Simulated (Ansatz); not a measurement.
```yaml
crystal:
  lattice:
    - [5.47009, 0.00000, 0.00000]
    - [-2.73505, 8.20514, 0.00000]
    - [0.00000, 0.00000, 16.25739]
  atoms:
    - { symbol: Si, position: [0.39807, 0.10042, 0.03818] }
    - { symbol: Si, position: [0.01168, 0.49813, 0.01191] }
    - { symbol: Si, position: [0.63818, 0.89987, 0.03833] }
    - { symbol: Si, position: [0.69874, 0.33314, 0.10538] }
    - { symbol: Si, position: [0.35371, 0.65773, 0.10040] }
    - { symbol: Si, position: [0.02396, 0.99124, 0.11727] }
    - { symbol: Si, position: [0.88352, 0.17279, 0.19585] }
    - { symbol: Si, position: [0.54647, 0.50908, 0.18604] }
    - { symbol: Si, position: [0.18310, 0.81264, 0.19596] }
    - { symbol: Si, position: [0.23920, 0.33959, 0.27088] }
    - { symbol: Si, position: [0.85620, 0.65661, 0.28464] }
    - { symbol: Si, position: [0.53842, 0.98524, 0.27444] }
    - { symbol: Si, position: [0.40165, 0.16789, 0.35401] }
    - { symbol: Si, position: [0.05235, 0.48844, 0.35447] }
    - { symbol: Si, position: [0.69935, 0.83030, 0.37449] }
    - { symbol: Si, position: [0.80331, 0.26361, 0.42949] }
    - { symbol: Si, position: [0.32949, 0.64570, 0.45245] }
    - { symbol: Si, position: [0.03022, 0.06283, 0.43517] }
    - { symbol: Si, position: [0.46361, 0.51393, 0.57176] }
    - { symbol: Si, position: [0.24455, 0.09859, 0.57091] }
    - { symbol: Si, position: [0.85664, 0.30437, 0.57183] }
    - { symbol: Si, position: [0.08873, 0.70488, 0.57314] }
    - { symbol: Si, position: [0.67343, 0.90452, 0.58879] }
    - { symbol: C, position: [0.41652, 0.71101, 0.61909] }
    - { symbol: C, position: [0.20065, 0.30519, 0.60697] }
    - { symbol: C, position: [0.80305, 0.50838, 0.60589] }
    - { symbol: C, position: [0.00706, 0.89950, 0.61469] }
    - { symbol: C, position: [0.59432, 0.10042, 0.60885] }
    - { symbol: Si, position: [0.42162, 0.70554, 0.73416] }
    - { symbol: Si, position: [0.21522, 0.30240, 0.72599] }
    - { symbol: Si, position: [0.81292, 0.50561, 0.72605] }
    - { symbol: Si, position: [0.01447, 0.90000, 0.73411] }
    - { symbol: Si, position: [0.61101, 0.10070, 0.73245] }
    - { symbol: C, position: [0.34835, 0.90006, 0.77128] }
    - { symbol: C, position: [0.15151, 0.50320, 0.75750] }
    - { symbol: C, position: [0.75490, 0.70327, 0.76846] }
    - { symbol: C, position: [0.95271, 0.10369, 0.76866] }
    - { symbol: C, position: [0.55281, 0.30248, 0.76326] }
    - { symbol: Si, position: [0.35528, 0.89408, 0.88996] }
    - { symbol: Si, position: [0.17486, 0.49974, 0.87238] }
    - { symbol: Si, position: [0.75555, 0.69196, 0.88740] }
    - { symbol: Si, position: [0.96855, 0.10953, 0.89143] }
    - { symbol: Si, position: [0.56879, 0.31027, 0.88465] }
    - { symbol: C, position: [0.31153, 0.10452, 0.92328] }
    - { symbol: C, position: [0.08257, 0.67931, 0.92172] }
    - { symbol: C, position: [0.69798, 0.89823, 0.92267] }
    - { symbol: C, position: [0.91524, 0.31959, 0.91918] }
    - { symbol: C, position: [0.49259, 0.49979, 0.91144] }
```

Computed pressure about −7 GPa in this cell.

Computed with DFT PBE, scalar-relativistic, plane waves, PAW (Ansatz).

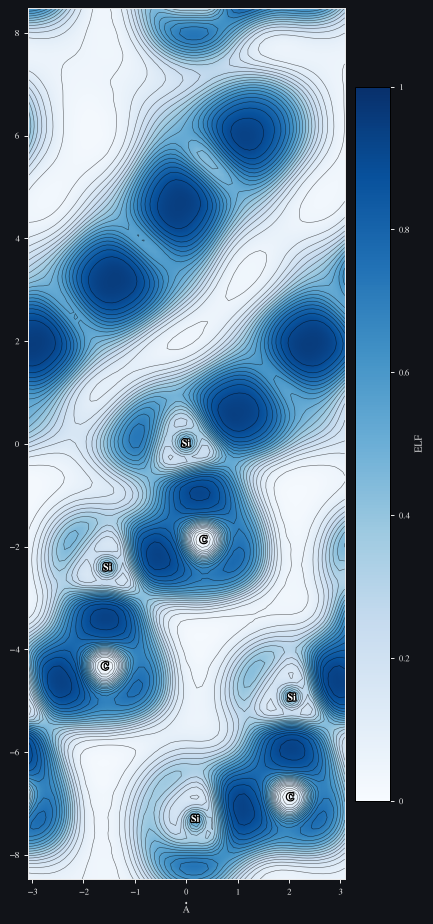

Si11C5 (interface cell). Electron localisation function on the (010) plane of the calculation cell.

Question: What do the fields say about this system?

Answer: The section cuts through Si and C sites. Atoms just off the plane (Si, 0.6 Å away) can leave unmarked features too. Si–C (1.91 Å): the ELF peaks at about 0.90 between the atoms (localised, covalent bonding). Si–C (1.94 Å): the ELF peaks at about 0.95 between the atoms (a shared electron pair).
